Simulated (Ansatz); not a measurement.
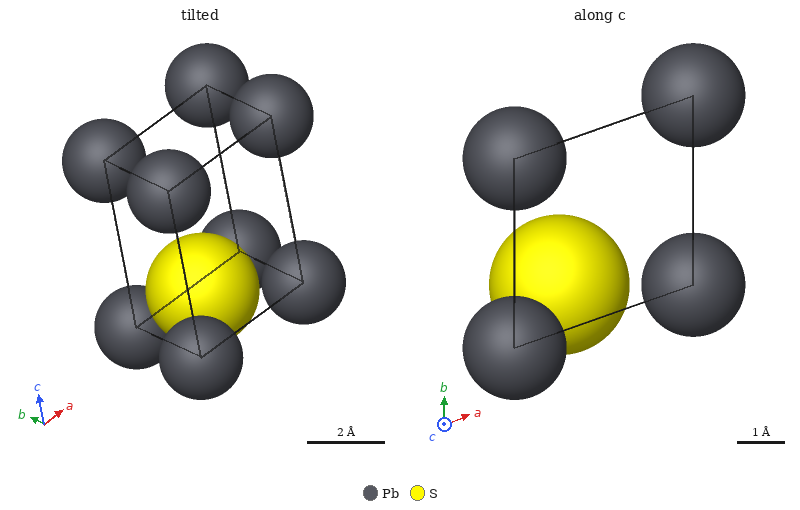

Figure: space-filling view slightly off an axis and along the c axis. The edges of the simulation cell are marked.

Input for the calculation:
```yaml
crystal:
  lattice:
    - [0.0, 3.3009775006, 3.3009775006]
    - [3.3009775006, 0.0, 3.3009775006]
    - [3.3009775006, 3.3009775006, 0.0]
  atoms:
    - { symbol: Pb, position: [0.0, 0.0, 0.0] }
    - { symbol: S, position: [0.25, 0.25, 0.25] }
kpoints:
  mp_grid: { grid: [6, 6, 6] }
hamiltonian:
  xc: pbe
scf:
  occupations: { method: fixed }
gw:
  n_empty_bands: 116
  ecut_chi: 80
  qp_bands: [v2, c2]
  qp_kpoints: band_edges
  screening: { model: contour_deformation }
```
Run as:
```sh
ansatz run input.yaml --threads 2 --pin off --max-ram 3686MiB --backend cpu --events-out ev --progress --plain --runs-dir out
```

All computed values are from G0W0 on PBE, plane waves, PAW (Ansatz 0.2.0). Settings: a kinetic-energy cutoff of 420 eV, 6×6×6 k-mesh, no spin polarisation.

What is the electronic character?

A semiconductor at this level, with a gap of 0.91 eV, indirect; the smallest direct gap is 1.26 eV.

The cell started as a structure type filled with these elements by a generator (whether the compound takes this form wasn't checked). Earlier steps of the study may have refined or changed the cell and positions. It went into a calculation with Ansatz.
